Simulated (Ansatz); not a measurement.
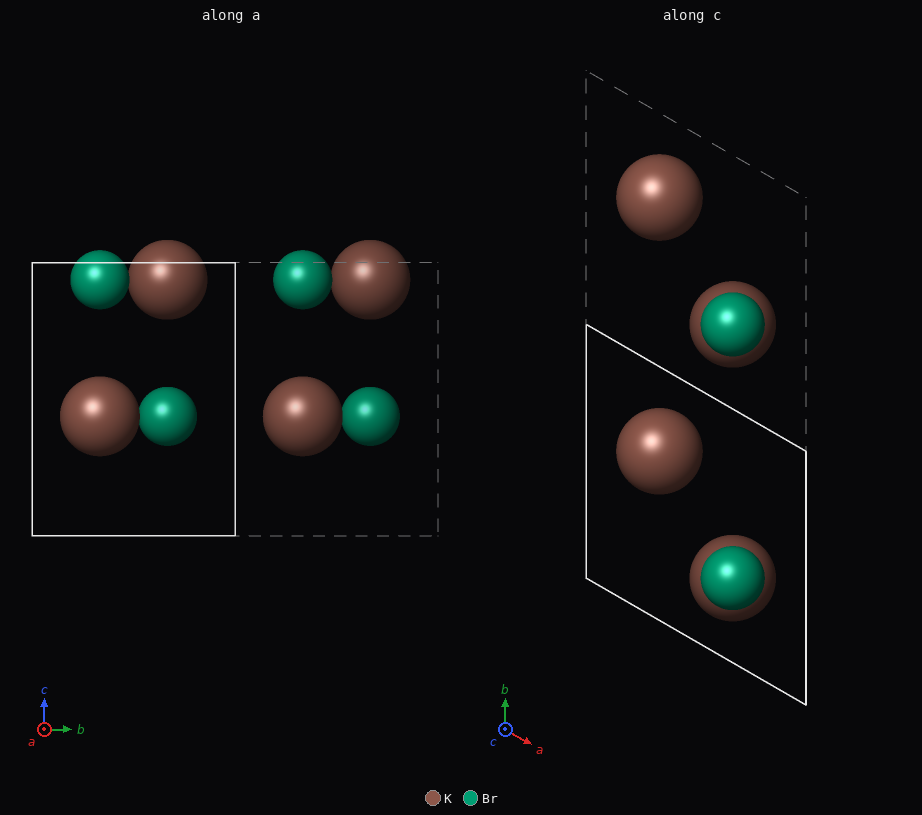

Spheres-only representation of a periodic structure, projected along the a axis and along the c axis. One simulation cell is drawn solid; the view covers 1×2×1 cells.

The run was set up as follows:
```yaml
crystal:
  lattice:
    - [5.6185815514, 0.0, 0.0]
    - [-2.8092907757, 4.8658343567, 0.0]
    - [0.0, 0.0, 6.5538298471]
  atoms:
    - { symbol: K, position: [0.3333333333, 0.6666666667, -0.0625] }
    - { symbol: K, position: [0.6666666667, 0.3333333333, 0.4375] }
    - { symbol: Br, position: [0.3333333333, 0.6666666667, 0.4375] }
    - { symbol: Br, position: [0.6666666667, 0.3333333333, 0.9375] }
kpoints:
  mp_grid: { grid: [6, 6, 2] }
hamiltonian:
  xc: hse06
scf:
  occupations: { method: fixed }
gw:
  n_empty_bands: 982
  ecut_chi: 180
  qp_bands: [v2, c2]
  qp_kpoints: band_edges
  screening: { model: contour_deformation }
```

Computational set-up: Ansatz, G0W0 on HSE06, plane waves, PAW, plane waves up to 420 eV, the zone sampled with 6×6×2 points, no spin polarisation.

Q: How large a gap does the method give, if there is one?

A: An insulator at this level, with a gap of 5.30 eV, direct.

Provenance: a structure type filled with these elements by a generator (whether the compound takes this form wasn't checked). Earlier steps of the study, as a rule a relaxation of our own, may have changed the cell and positions, so they can lie some per cent off the listed ones. An electronic-structure calculation with Ansatz was run on it.
